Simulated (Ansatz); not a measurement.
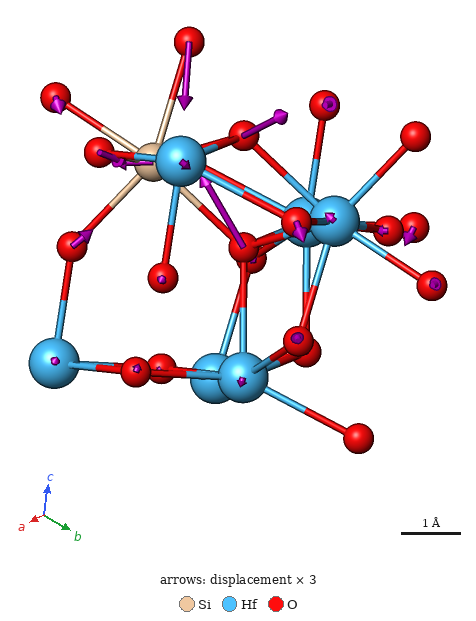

A relaxation of a defect cell of composition Hf15SiO32. The starting structure is drawn; purple arrows show the displacements, magnified 3 times.

The picture is a ball-and-stick view of the atoms within 4.2 Å of the atom that moves most (axes of the cell of the calculation (origin shifted)), seen slightly off an axis.

These are results of Ansatz 0.2.0, DFT, PBE, plane-wave PAW, default files, scalar-relativistic, frozen cores, not measurements. Settings: plane-wave cutoff 420 eV; k-point mesh 3 × 4 × 3; occupations fermi dirac; smearing width 0.01 eV; no spin polarisation; potentials kind: paw, frozen_core: stored; atoms relaxed in a fixed cell; force threshold 0.02 eV/Å; at most 50 steps.

Question: What did the optimiser do to the structure, and how much energy did it gain?

Answer: The energy falls by 2.425 eV per cell of the calculation in 8 geometry steps. The largest force component goes from 2.4 to 0.0028 eV/Å. An O atom moves most: 0.51 Å along [1 −2 2]. By element the largest moves are O 0.51 Å, Si 0.24 Å, Hf 0.13 Å. The cell stays as it was. Some distances before and after: O–Si 2.248 → 2.883 Å, Hf–O 2.229 → 2.728 Å, O–Si 2.172 → 1.867 Å, O–Si 2.070 → 1.766 Å. Among the angles between lasting bonds that change: Si–O–Hf 108.5° → 127.2°, O–Si–O 115.8° → 97.4°, Hf–O–Hf 103.4° → 88.7°.

Limits of the set-up: the periodic images lie only 8.5 Å apart, so the values are limited by the cell's size.
